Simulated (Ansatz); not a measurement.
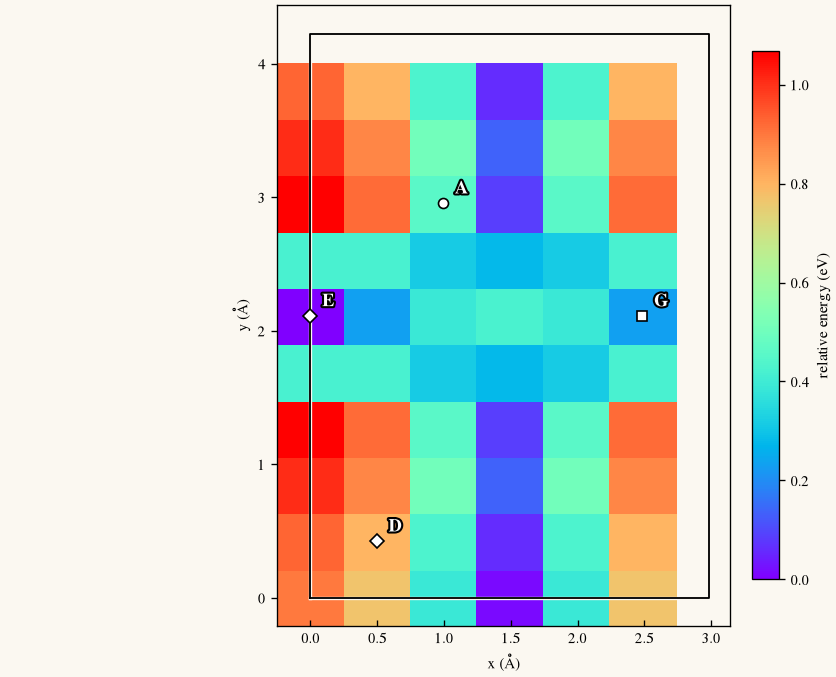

H on a Nb(110) slab cut from the Fm-3m phase, its upper half relaxed before the scan (4 atoms of substrate and one adsorbate in a 1 × 1 cell). H is moved over the surface cell; relaxed at each place: the height of the adsorbate's atoms; substrate rigid; the origin of the map has the adsorbate above Nb4. Places are given modulo a cell vector. The map is drawn in real space over the plane of the surface. The grid has 6 × 10 points; 24 points were computed and 36 follow by symmetry. All energies are given in eV relative to the lowest grid point. At some places the adsorbate sinks to or below the level of the top layer. With one adsorbate in each 1 × 1 cell, its nearest image is 3.0 Å away, so neighbouring adsorbates interact. Computed with DFT PBE, scalar-relativistic, plane waves, PAW in Ansatz 0.2.0. Settings: cutoff 420 eV, k-mesh 9×6×1, gaussian smearing 0.1 eV, no spin polarisation.

The picture shows one coloured cell a grid point, the outline of one cell of the plane, lettered points.

> Is A the lowest point of the computed grid?

No. A lies 0.46 eV above the lowest grid point, which is at the trough between two rows of top atoms, (0/6, 5/10) of the cell vectors.

> Rank the lettered points by energy, lowest first.

E (0.00 eV), G (0.23 eV), A (0.46 eV), D (0.80 eV).
